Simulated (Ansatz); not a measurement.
ScAl₃ (interface cell)

Input

```
crystal:
  lattice:
    - [4.0712986158, 0.0, 0.0]
    - [0.0, 4.0712986158, 0.0]
    - [0.0, 0.0, 16.5505246637]
  atoms:
    - { symbol: Sc, position: [0.0, 0.0, 0.0085993376] }
    - { symbol: Al, position: [0.5, 0.0, 0.1292944856] }
    - { symbol: Al, position: [0.0, 0.5, 0.12849072] }
    - { symbol: Al, position: [0.5, 0.5, 0.0003529394] }
    - { symbol: Sc, position: [0.0, 0.0, 0.251659215] }
    - { symbol: Al, position: [0.5, 0.0, 0.3771952203] }
    - { symbol: Al, position: [0.0, 0.5, 0.3780382949] }
    - { symbol: Al, position: [0.5, 0.5, 0.2536307619] }
    - { symbol: Al, position: [0.0, 0.0, 0.4978047797] }
    - { symbol: Sc, position: [0.5, 0.0, 0.623340785] }
    - { symbol: Al, position: [0.0, 0.5, 0.6213692381] }
    - { symbol: Al, position: [0.5, 0.5, 0.4969617051] }
    - { symbol: Al, position: [0.0, 0.0, 0.7457055144] }
    - { symbol: Sc, position: [0.5, 0.0, 0.8664006624] }
    - { symbol: Al, position: [0.0, 0.5, 0.8746470606] }
    - { symbol: Al, position: [0.5, 0.5, 0.74650928] }
basis:
  ecutwfc: 420
kpoints:
  mp_grid: { grid: [12, 12, 4] }
hamiltonian:
  xc: pbesol
scf:
  occupations: { method: gaussian, width: 0.1 }
output:
  forces: true
  stress: true
  eigenvalues: true
  write_density: true
  write_potential: true
  elf: true
  volumetric_format: npy
```

Launched as:

```sh
ansatz run input.yaml --threads 4 --pin off --max-ram 11264MiB --backend cpu --events-out ev --progress --plain --runs-dir out
```

Theory: DFT PBEsol, scalar-relativistic, plane waves, PAW (Ansatz 0.2.0).

The density is the valence pseudo-density of a PAW calculation; it isn't the true density close to the nuclei.

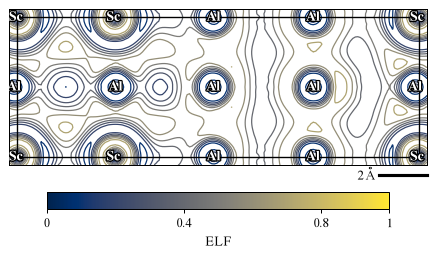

Figure 1. Electron localisation function on the (110) plane of the calculation cell.

**What does the map show?**

Atoms in the plane: Sc and Al.
Al–Al (2.88 Å): the ELF peaks at about 0.65 between the atoms.
Sc–Al (2.88 Å): the ELF peaks at about 0.65 in the valence shell of Al, 1.0 Å from its nucleus, and is about 0.30 at the midpoint.
The features right at Sc lie inside the PAW spheres, where the map follows smoothed inner orbitals and isn't to be read closely.

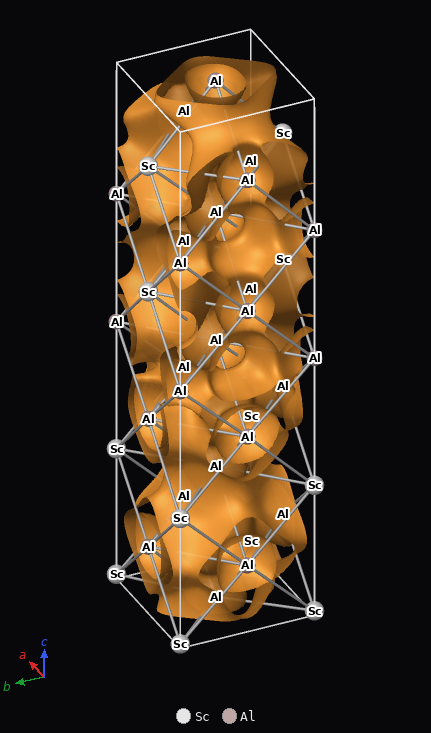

Figure 2. Isosurface of the electron localisation function at 0.55 (orange), seen at an oblique angle. Only the valence region is drawn (cores and ρ < 0.01 e/Å³ removed). Sticks mark near contacts.

**Identify the bonds, lone pairs and shells in this picture.**

The surface consists of one network that runs through the whole crystal, counted in one cell of 16 atoms. Any copies at cell faces, edges or corners count once. Profiles from the grid: Al–Al (2.83 Å): the ELF peaks at about 0.65 between the atoms. Sc–Al (2.84 Å): the ELF peaks at about 0.55 in the valence shell of Al, 1.0 Å from its nucleus, and is about 0.25 at the midpoint (no localised pair shows between them).

**Metal or insulator at this level of theory?**

It is metallic or semimetallic at this level of theory: no gap opens.
